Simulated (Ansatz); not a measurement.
**Geometry relaxation, with input and output: W₁₆S₃₃ (charge −2) (part 1 of 3)**

- system: W₁₆S₃₃ (defect cell, 49 atoms in the cell, total charge −2)
- method: DFT PBE, scalar-relativistic, plane waves, PAW, no spin polarisation (Ansatz 0.2.0)

The structure derives from a Materials Project entry. It belongs to a series of runs on one base structure; here: S interstitial, charge -2, atoms relaxed at the host's cell.

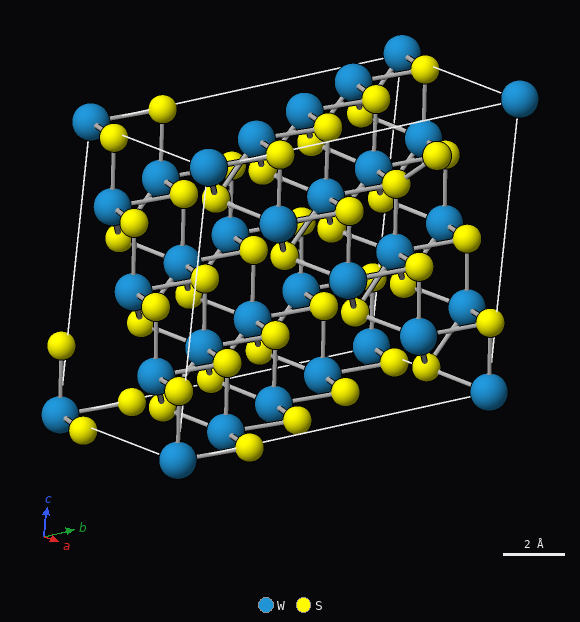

**Figure 1.** The starting structure (ball-and-stick view of the cell of the calculation, seen slightly off an axis). An atom can appear more than once, as a periodic image. Near neighbours in the periodic cell (some may lie outside the picture): W has 6 S at 2.39 to 2.44 Å; S has 3 W at 2.41 to 2.44 Å; S has 1 S at 1.98 Å and 3 W at 2.39 Å; S has 1 S at 1.98 Å.

The input
```yaml
crystal:
  lattice:
    - [0.0, 7.3617871071, -7.4744493696]
    - [6.375494652, -3.6808935536, -7.4744493696]
    - [-6.375494652, -3.6808935536, -7.4744493696]
  atoms:
    - { symbol: W, position: [0.9997981024, 0.2508571208, 0.751381726] }
    - { symbol: W, position: [0.2489534868, 1.0016934962, 0.7513641925] }
    - { symbol: W, position: [0.4985099755, 0.7466404186, 0.7466404186] }
    - { symbol: W, position: [0.9977736129, 0.5001176612, 0.5001176612] }
    - { symbol: W, position: [0.7447443716, 0.5004659809, 0.7466430219] }
    - { symbol: W, position: [0.2491430907, 0.2510436021, 0.5008564165] }
    - { symbol: W, position: [0.4982110938, 0.9996692958, 0.500101366] }
    - { symbol: W, position: [0.9997981024, 0.751381726, 0.2508571208] }
    - { symbol: W, position: [0.7447443716, 0.7466430219, 0.5004659809] }
    - { symbol: W, position: [0.2491430907, 0.5008564165, 0.2510436021] }
    - { symbol: W, position: [0.4989654308, 0.2510397209, 0.2510397209] }
    - { symbol: W, position: [1.0003845048, 1.0022650833, 1.0022650833] }
    - { symbol: W, position: [0.7494813245, 1.0017011215, 0.2508486522] }
    - { symbol: W, position: [0.2489534868, 0.7513641925, 1.0016934962] }
    - { symbol: W, position: [0.4982110938, 0.500101366, 0.9996692958] }
    - { symbol: W, position: [0.7494813245, 0.2508486522, 1.0017011215] }
    - { symbol: S, position: [0.594328016, 0.848100954, 0.344459251] }
    - { symbol: S, position: [0.8462146693, 0.5962154993, 0.3444640759] }
    - { symbol: S, position: [0.0960218663, 0.346995078, 0.346995078] }
    - { symbol: S, position: [0.5958905904, 0.0976432984, 0.0976432984] }
    - { symbol: S, position: [0.3450891639, 0.0979318319, 0.346981547] }
    - { symbol: S, position: [0.8471682035, 0.8490615339, 0.0985411385] }
    - { symbol: S, position: [0.0957409242, 0.5977822175, 0.0976559751] }
    - { symbol: S, position: [0.594328016, 0.344459251, 0.848100954] }
    - { symbol: S, position: [0.3450891639, 0.346981547, 0.0979318319] }
    - { symbol: S, position: [0.8471682035, 0.0985411385, 0.8490615339] }
    - { symbol: S, position: [0.0966426946, 0.849051765, 0.849051765] }
    - { symbol: S, position: [0.5902771522, 0.5921833826, 0.5921833826] }
    - { symbol: S, position: [0.3425429281, 0.5961874675, 0.8481203006] }
    - { symbol: S, position: [0.8462146693, 0.3444640759, 0.5962154993] }
    - { symbol: S, position: [0.0957409242, 0.0976559751, 0.5977822175] }
    - { symbol: S, position: [0.3425429281, 0.8481203006, 0.5961874675] }
    - { symbol: S, position: [0.7350263544, 0.9841232638, 0.4885377628] }
    - { symbol: S, position: [0.9822296485, 0.7369349178, 0.4885422345] }
    - { symbol: S, position: [0.2344046015, 0.4879345442, 0.4879345442] }
    - { symbol: S, position: [0.7356043565, 0.2384815249, 0.2384815249] }
    - { symbol: S, position: [0.4860353154, 0.2362920585, 0.4879338979] }
    - { symbol: S, position: [0.9863069531, 0.9882038081, 0.2394918646] }
    - { symbol: S, position: [0.2365825113, 0.7374962541, 0.238475643] }
    - { symbol: S, position: [0.7350263544, 0.4885377628, 0.9841232638] }
    - { symbol: S, position: [0.4860353154, 0.4879338979, 0.2362920585] }
    - { symbol: S, position: [0.9863069531, 0.2394918646, 0.9882038081] }
    - { symbol: S, position: [0.2376114712, 0.9881854789, 0.9881854789] }
    - { symbol: S, position: [0.7318023776, 0.733798338, 0.733798338] }
    - { symbol: S, position: [0.4866277838, 0.7369204595, 0.984104498] }
    - { symbol: S, position: [0.9822296485, 0.4885422345, 0.7369349178] }
    - { symbol: S, position: [0.2365825113, 0.238475643, 0.7374962541] }
    - { symbol: S, position: [0.4866277838, 0.984104498, 0.7369204595] }
    - { symbol: S, position: [0.8197134832, 0.8222792587, 0.8222792587] }
  host:
    lattice:
      - [1.593873663, 0.9202233884, 7.4744493696]
      - [-1.593873663, 0.9202233884, 7.4744493696]
      - [0.0, -1.8404467768, 7.4744493696]
    atoms:
      - { symbol: W, position: [0.0006774491, 0.0006774491, 0.0006774491] }
      - { symbol: S, position: [0.4040742703, 0.4040742703, 0.4040742703] }
      - { symbol: S, position: [0.2639482806, 0.2639482806, 0.2639482806] }
total_charge: -2
basis:
  ecutwfc: 420
  xc_grid: 2
kpoints:
  mp_grid: { grid: [2, 2, 2], shift: [0.5, 0.5, 0.5] }
hamiltonian:
  xc: pbe
scf:
  occupations: { method: gaussian, width: 0.01 }
output:
  forces: true
  stress: false
  eigenvalues: true
  charged_corrections:
    defect_position: [0.78125, 0.875, 0.875]
    epsilon: [[11.5894, 0.0, 0.0], [0.0, 11.5894, 0.0], [0.0, 0.0, 3.2073]]
  write_density: true
  write_potential: true
  elf: true
  volumetric_format: npy
relax:
  adjacent_minimum: "off"
  f_tol: 0.025
  max_steps: 45
```

Run as:
```bash
ansatz run input.yaml --threads 4 --pin off --max-ram 10240MiB --backend cpu --events-out ev --progress --plain --runs-dir out
```

What the program printed
```
Engine: ansatz 0.2.0, x86_64-unknown-linux-gnu
Pseudopotentials: kind: paw
Pseudopotential: W, paw, valence charge 14, recommended cutoff 420 eV (normal), W.paw.azcp
Pseudopotential: S, paw, valence charge 6, recommended cutoff 420 eV (normal), S.paw.azcp
Functional definition: PBE
  parameter kappa = 0.804
  parameter beta = 0.06672455060314922
  exchange = pbe_x(kappa = kappa, mu = beta*pi^2/3)
  correlation = pbe_c(beta = beta)
Crystal: 49 atoms, lattice volume = 1052.441 Å³
Basis set: ecut = 420 eV, 20557 PW (Γ), exchange–correlation on 144×144×144 points (8 copies of the dense FFT grid, shifted against one another)
Bands: 261, of which v1, the nominal top of the filled ones, is band 212 counted from 1 (211 counted from 0)
Symmetry: 2 space group operations
Space group: Cm (ITA 8), of the structure as read, at distance tolerance 1.0e-4 Å
k-points: 3 of 8 (time reversal used)
Non-local potential: W, projectors of the file, l = 0: 3, l = 1: 2, l = 2: 2, l = 3: 1
Non-local potential: S, projectors of the file, l = 0: 2, l = 1: 2, l = 2: 2
PAW form: soft (Blöchl's): semilocal exchange-correlation on the pseudo side does not see the compensation charge
PAW one-centre angular grid: W, 590 points (default); XC on 64 Gauss nodes
PAW one-centre angular grid: S, 110 points (default); XC on 64 Gauss nodes
Initial density: superposition of atomic densities (neutral atoms scaled as one to the charged cell's electrons: chi_scale 0, normalization atom), corrected by the library's trained network
Initial wavefunctions: pseudopotential atomic-orbital guess
Functional: x = pbe(κ = 0.804, μ = 0.2195149727645171), c = pbe(β = 0.06672455060314922)
SCF iter   1: F=—  HF=-195944.894716 eV  |F-HF|=—  |Δ(HF+E_count)|=         —  Δρ=1.34e-2  dr2=7.54e0  ethr=1.77e-3  ⟨swp⟩=7.3  Hψ=3186  notcnv=0  defer=57
preconditioner: auto → Resta (q_TF=auto, 2.345 Å⁻¹)  ε∞=6.5  [insulator: Δε(μ)=0.428 eV  Ē_g=8.422 eV  σ=0.010 eV  W_gap=1.00  n_scr=232 (ndim 8)  ℏωp=19.7 eV  f_vac=0.173  D(μ)=0.00/eV (n_scr^D=0)  ε∞_Penn≈6.5]
SCF iter   2: F=—  HF=-195943.856666 eV  |F-HF|=—  |Δ(HF+E_count)|=    1.04e0  Δρ=5.09e-3  dr2=3.59e-1  ethr=1.77e-3  ⟨swp⟩=2.0  Hψ=1017  notcnv=0  defer=121
SCF iter   3: F=—  HF=-195943.815342 eV  |F-HF|=—  |Δ(HF+E_count)|=   4.13e-2  Δρ=2.34e-3  dr2=1.15e-1  ethr=8.47e-5  ⟨swp⟩=2.7  Hψ=1051  notcnv=0  defer=121
SCF iter   4: F=—  HF=-195943.809343 eV  |F-HF|=—  |Δ(HF+E_count)|=   6.00e-3  Δρ=1.28e-3  dr2=5.22e-2  ethr=2.72e-5  ⟨swp⟩=3.3  Hψ=1046  notcnv=0  defer=121
SCF iter   5: F=—  HF=-195943.803304 eV  |F-HF|=—  |Δ(HF+E_count)|=   6.04e-3  Δρ=4.63e-4  dr2=9.25e-3  ethr=1.23e-5  ⟨swp⟩=3.3  Hψ=1024  notcnv=0  defer=121
SCF iter   6: F=—  HF=-195943.806056 eV  |F-HF|=—  |Δ(HF+E_count)|=   2.75e-3  Δρ=1.89e-4  dr2=1.03e-3  ethr=2.18e-6  ⟨swp⟩=2.0  Hψ=1070  notcnv=0  defer=121
SCF iter   7: F=—  HF=-195943.806577 eV  |F-HF|=—  |Δ(HF+E_count)|=   5.21e-4  Δρ=9.18e-5  dr2=2.17e-4  ethr=2.42e-7  ⟨swp⟩=2.0  Hψ=1109  notcnv=0  defer=121
SCF iter   8: F=—  HF=-195943.806677 eV  |F-HF|=—  |Δ(HF+E_count)|=   9.98e-5  Δρ=6.44e-5  dr2=1.44e-4  ethr=5.13e-8  ⟨swp⟩=3.0  Hψ=1013  notcnv=0  defer=121
SCF iter   9: F=-195943.806686 eV  HF=-195943.806679 eV  |F-HF|=6.48e-6  |Δ(HF+E_count)|=   2.52e-6  Δρ=1.89e-5  dr2=7.59e-6  ethr=3.69e-9  ⟨swp⟩=21.7  Hψ=7987  notcnv=0
SCF 1 converged in 9 iterations: F = -195943.806686 eV  dr2 = 7.59e-6
  greatest PAW one-centre occupation: 1.000 electrons in one spin orbital (limit 2), on the W atom at site 3 (counted from 0), in its partial waves of l = 0
relax step   1: F+E_penalty+E_count = -195943.80668572 eV  Δ(F+E_penalty+E_count) = +0.000e0 eV  max|allowed force component| = 7.919e-1 eV/Å  Δτ_max = 0.0000 Å  (9 SCF iters, dr2 threshold 1.56e-5 eV, accepted)
Initial density: handed on by an earlier stage of this run
Initial wavefunctions: those handed on with the density
iter 1 solved again at ethr=8.76e-5 eV; its pass at ethr=3.10e-3 eV (dr2=3.72e-1 eV) is discarded
SCF iter   1: F=—  HF=-195943.910363 eV  |F-HF|=—  |Δ(HF+E_count)|=         —  Δρ=5.74e-3  dr2=3.75e-1  ethr=8.76e-5  ⟨swp⟩=2.0  Hψ=3016  notcnv=0  defer=111
preconditioner: auto → Resta (q_TF=auto, 2.345 Å⁻¹)  ε∞=6.7  [insulator: Δε(μ)=0.584 eV  Ē_g=8.276 eV  σ=0.010 eV  W_gap=1.00  n_scr=232 (ndim 8)  ℏωp=19.7 eV  f_vac=0.165  D(μ)=0.00/eV (n_scr^D=0)  ε∞_Penn≈6.7]
SCF iter   2: F=—  HF=-195943.852721 eV  |F-HF|=—  |Δ(HF+E_count)|=   5.76e-2  Δρ=3.13e-3  dr2=6.98e-2  ethr=8.76e-5  ⟨swp⟩=2.0  Hψ=1098  notcnv=0  defer=111
SCF iter   3: F=—  HF=-195943.843901 eV  |F-HF|=—  |Δ(HF+E_count)|=   8.82e-3  Δρ=1.32e-3  dr2=3.88e-2  ethr=1.65e-5  ⟨swp⟩=2.7  Hψ=1205  notcnv=0  defer=124
SCF iter   4: F=—  HF=-195943.843052 eV  |F-HF|=—  |Δ(HF+E_count)|=   8.49e-4  Δρ=3.23e-4  dr2=1.15e-3  ethr=9.15e-6  ⟨swp⟩=2.0  Hψ=1126  notcnv=0  defer=124
SCF iter   5: F=—  HF=-195943.843145 eV  |F-HF|=—  |Δ(HF+E_count)|=   9.35e-5  Δρ=1.12e-4  dr2=3.16e-4  ethr=2.71e-7  ⟨swp⟩=2.0  Hψ=1103  notcnv=0  defer=124
SCF iter   6: F=—  HF=-195943.843151 eV  |F-HF|=—  |Δ(HF+E_count)|=   5.59e-6  Δρ=6.16e-5  dr2=1.15e-4  ethr=7.46e-8  ⟨swp⟩=2.0  Hψ=1007  notcnv=0  defer=124
SCF iter   7: F=-195943.843157 eV  HF=-195943.843152 eV  |F-HF|=5.01e-6  |Δ(HF+E_count)|=   1.44e-6  Δρ=2.17e-5  dr2=1.31e-5  ethr=9.24e-9  ⟨swp⟩=18.0  Hψ=7881  notcnv=0
SCF 2 converged in 7 iterations: F = -195943.843157 eV  dr2 = 1.31e-5
  greatest PAW one-centre occupation: 1.000 electrons in one spin orbital (limit 2), on the W atom at site 14 (counted from 0), in its partial waves of l = 0
relax step   2: F+E_penalty+E_count = -195943.84315721 eV  Δ(F+E_penalty+E_count) = -3.647e-2 eV  max|allowed force component| = 6.005e-1 eV/Å  Δτ_max = 0.1503 Å  (7 SCF iters, dr2 threshold 3.92e-5 eV, accepted)
SCF iter   1: F=—  HF=-195943.957346 eV  |F-HF|=—  |Δ(HF+E_count)|=         —  Δρ=2.93e-3  dr2=9.54e-2  ethr=2.38e-4  ⟨swp⟩=4.0  Hψ=1551  notcnv=0  defer=119
preconditioner: auto → Resta (q_TF=auto, 2.345 Å⁻¹)  ε∞=6.6  [insulator: Δε(μ)=0.402 eV  Ē_g=8.288 eV  σ=0.010 eV  W_gap=1.00  n_scr=232 (ndim 8)  ℏωp=19.7 eV  f_vac=0.165  D(μ)=0.00/eV (n_scr^D=0)  ε∞_Penn≈6.6]
SCF iter   2: F=—  HF=-195943.941956 eV  |F-HF|=—  |Δ(HF+E_count)|=   1.54e-2  Δρ=1.62e-3  dr2=1.86e-2  ethr=2.25e-5  ⟨swp⟩=2.0  Hψ=1278  notcnv=0  defer=119
SCF iter   3: F=—  HF=-195943.942959 eV  |F-HF|=—  |Δ(HF+E_count)|=   1.00e-3  Δρ=7.15e-4  dr2=7.43e-3  ethr=4.39e-6  ⟨swp⟩=2.0  Hψ=1141  notcnv=0  defer=119
SCF iter   4: F=—  HF=-195943.942292 eV  |F-HF|=—  |Δ(HF+E_count)|=   6.67e-4  Δρ=1.58e-4  dr2=3.69e-4  ethr=1.75e-6  ⟨swp⟩=2.0  Hψ=1012  notcnv=0  defer=119
SCF iter   5: F=—  HF=-195943.942298 eV  |F-HF|=—  |Δ(HF+E_count)|=   6.26e-6  Δρ=6.29e-5  dr2=9.02e-5  ethr=8.71e-8  ⟨swp⟩=2.0  Hψ=1145  notcnv=0  defer=119
SCF iter   6: F=—  HF=-195943.942301 eV  |F-HF|=—  |Δ(HF+E_count)|=   3.03e-6  Δρ=3.62e-5  dr2=3.75e-5  ethr=5.32e-9  ⟨swp⟩=20.7  Hψ=8844  notcnv=0
SCF iter   7: F=-195943.942301 eV  HF=-195943.942300 eV  |F-HF|=7.07e-7  |Δ(HF+E_count)|=   8.08e-7  Δρ=1.18e-5  dr2=3.91e-6  ethr=5.32e-9  ⟨swp⟩=12.7  Hψ=6682  notcnv=0
SCF 3 converged in 7 iterations: F = -195943.942301 eV  dr2 = 3.91e-6
relax step   3: F+E_penalty+E_count = -195943.94230101 eV  Δ(F+E_penalty+E_count) = -9.914e-2 eV  max|allowed force component| = 1.595e-1 eV/Å  Δτ_max = 0.0763 Å  (7 SCF iters, dr2 threshold 2.25e-5 eV, accepted)
SCF iter   1: F=—  HF=-195943.942420 eV  |F-HF|=—  |Δ(HF+E_count)|=         —  Δρ=3.84e-4  dr2=2.11e-3  ethr=4.18e-6  ⟨swp⟩=3.0  Hψ=1427  notcnv=0  defer=119
preconditioner: auto → Resta (q_TF=auto, 2.345 Å⁻¹)  ε∞=6.6  [insulator: Δε(μ)=0.419 eV  Ē_g=8.286 eV  σ=0.010 eV  W_gap=1.00  n_scr=232 (ndim 8)  ℏωp=19.7 eV  f_vac=0.166  D(μ)=0.00/eV (n_scr^D=0)  ε∞_Penn≈6.6]
SCF iter   2: F=—  HF=-195943.942156 eV  |F-HF|=—  |Δ(HF+E_count)|=   2.63e-4  Δρ=2.04e-4  dr2=3.56e-4  ethr=4.98e-7  ⟨swp⟩=2.0  Hψ=1134  notcnv=0  defer=119
SCF iter   3: F=—  HF=-195943.945298 eV  |F-HF|=—  |Δ(HF+E_count)|=   3.14e-3  Δρ=1.04e-4  dr2=1.26e-4  ethr=8.40e-8  ⟨swp⟩=2.0  Hψ=1108  notcnv=0  defer=119
SCF iter   4: F=—  HF=-195943.945286 eV  |F-HF|=—  |Δ(HF+E_count)|=   1.18e-5  Δρ=1.90e-5  dr2=4.57e-6  ethr=2.96e-8  ⟨swp⟩=2.0  Hψ=1108  notcnv=0  defer=119
SCF iter   5: F=-195943.945285 eV  HF=-195943.945286 eV  |F-HF|=9.38e-7  |Δ(HF+E_count)|=   2.77e-7  Δρ=7.59e-6  dr2=1.43e-6  ethr=4.23e-10  ⟨swp⟩=16.3  Hψ=6991  notcnv=0
SCF 4 converged in 5 iterations: F = -195943.945285 eV  dr2 = 1.43e-6
relax step   4: F+E_penalty+E_count = -195943.94528544 eV  Δ(F+E_penalty+E_count) = -2.984e-3 eV  max|allowed force component| = 4.956e-2 eV/Å  Δτ_max = 0.0083 Å  (5 SCF iters, dr2 threshold 1.79e-6 eV, accepted)
SCF iter   1: F=—  HF=-195943.942390 eV  |F-HF|=—  |Δ(HF+E_count)|=         —  Δρ=1.20e-4  dr2=1.35e-4  ethr=3.98e-7  ⟨swp⟩=3.0  Hψ=1401  notcnv=0  defer=118
preconditioner: auto → Resta (q_TF=auto, 2.345 Å⁻¹)  ε∞=6.6  [insulator: Δε(μ)=0.422 eV  Ē_g=8.286 eV  σ=0.010 eV  W_gap=1.00  n_scr=232 (ndim 8)  ℏωp=19.7 eV  f_vac=0.166  D(μ)=0.00/eV (n_scr^D=0)  ε∞_Penn≈6.6]
SCF iter   2: F=—  HF=-195943.942364 eV  |F-HF|=—  |Δ(HF+E_count)|=   2.64e-5  Δρ=6.28e-5  dr2=3.12e-5  ethr=3.19e-8  ⟨swp⟩=2.0  Hψ=1255  notcnv=0  defer=118
SCF iter   3: F=—  HF=-195943.945541 eV  |F-HF|=—  |Δ(HF+E_count)|=   3.18e-3  Δρ=2.85e-5  dr2=1.87e-5  ethr=7.36e-9  ⟨swp⟩=2.0  Hψ=1108  notcnv=0  defer=118
SCF iter   4: F=—  HF=-195943.945539 eV  |F-HF|=—  |Δ(HF+E_count)|=   2.09e-6  Δρ=6.49e-6  dr2=5.53e-7  ethr=4.41e-9  ⟨swp⟩=2.0  Hψ=984  notcnv=0  defer=118
SCF iter   5: F=—  HF=-195943.945539 eV  |F-HF|=—  |Δ(HF+E_count)|=   4.59e-8  Δρ=2.70e-6  dr2=2.23e-7  ethr=2.36e-11  ⟨swp⟩=14.3  Hψ=6324  notcnv=0
SCF iter   6: F=-195943.945539 eV  HF=-195943.945539 eV  |F-HF|=3.01e-8  |Δ(HF+E_count)|=   1.57e-9  Δρ=1.38e-6  dr2=6.67e-8  ethr=2.36e-11  ⟨swp⟩=9.0  Hψ=5160  notcnv=0
SCF 5 converged in 6 iterations: F = -195943.945539 eV  dr2 = 6.67e-8
relax step   5: F+E_penalty+E_count = -195943.94553892 eV  Δ(F+E_penalty+E_count) = -2.535e-4 eV  max|allowed force component| = 1.221e-2 eV/Å  Δτ_max = 0.0030 Å  (6 SCF iters, accepted)
```

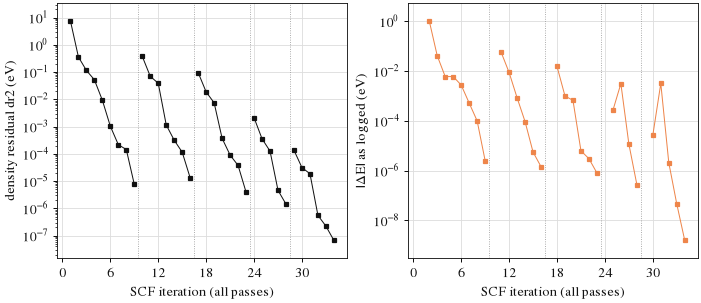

**Figure 2.** Convergence of the self-consistent field: density residual dr2 and size of the energy change against the SCF iteration. The dotted lines part the SCF passes of the relaxation: geometry steps, rejected trials and re-solves on a re-selected basis. The 5 passes take 5 to 9 iterations each, 34 in all.

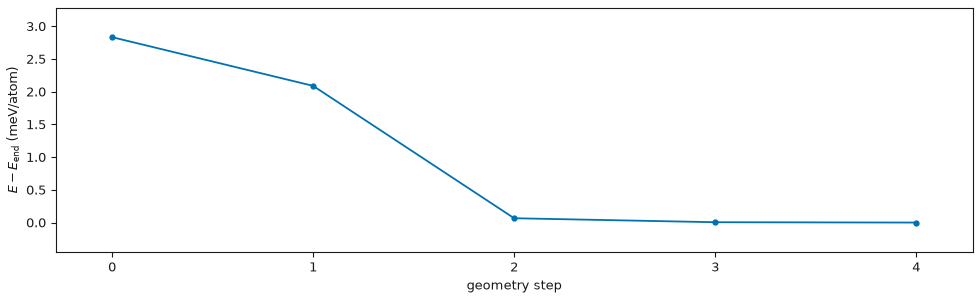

**Figure 3.** Progress of the relaxation, step by step (the first geometry is step 0 here and step 1 in the log).

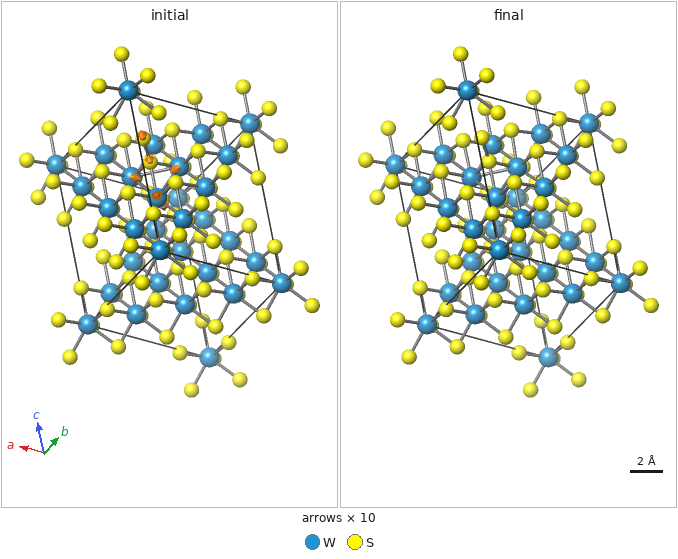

**Figure 4.** Before (left) and after (right) the relaxation, at one scale (ball-and-stick view of the cell of the calculation, with bonded neighbours outside it, seen at an oblique angle). The orange arrows give the displacements, magnified 10 times. Over 4 geometry steps the energy falls by 2.8 meV per atom. The largest force component goes from 0.79 to 0.012 eV/Å. The largest move is that of S28, 0.093 Å. Largest moves by element: S 0.093 Å, W 0.074 Å. The cell doesn't change. Distances before and after: W3–W5 3.139 → 3.012 Å, W3–S45 2.438 → 2.455 Å, W5–S40 2.438 → 2.455 Å, S44–S49 1.980 → 1.995 Å. Among the angles that change: W3–S28–W5 80.3° → 76.3°, W3–S44–W5 82.3° → 78.8°, W5–S44–S49 130.6° → 132.9°. (Atoms are counted from 1 in the order of the input.)
